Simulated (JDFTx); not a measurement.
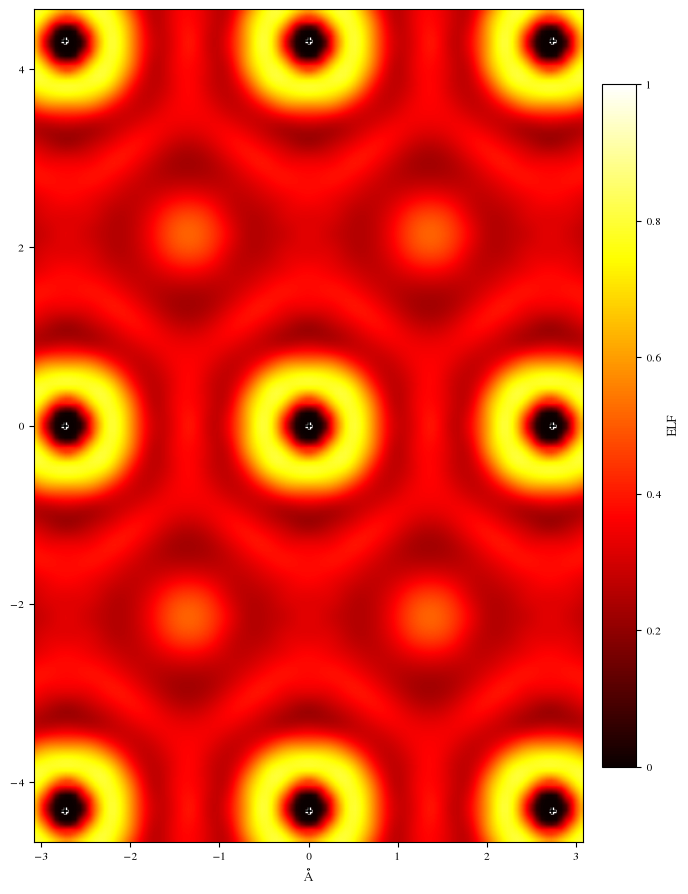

The ELF on a plane through atoms (crosses mark nuclei in the plane).

These are results of Kohn-Sham DFT of a periodic cell, r2SCAN, SG15-PBE-1.2 in JDFTx, not measurements.

Candidates:
A. Mo, a = 3.15 Å, b = 3.15 Å, c = 3.15 Å, α = 90.00°, β = 90.00°, γ = 90.00°. Space group Im-3m; a structure from a database of computed crystals, not necessarily the ambient phase.
B. Os, a = 2.73 Å, b = 2.73 Å, c = 4.32 Å, α = 90.00°, β = 90.00°, γ = 120.00°. Space group P6₃/mmc; computed pressure about 2 GPa in this cell.

Which candidate gave the map?

Answer. Candidate B: Os on the (010) plane of the conventional cell, which holds Os. Os–Os (2.73 Å): the ELF is about 0.40 at the midpoint.
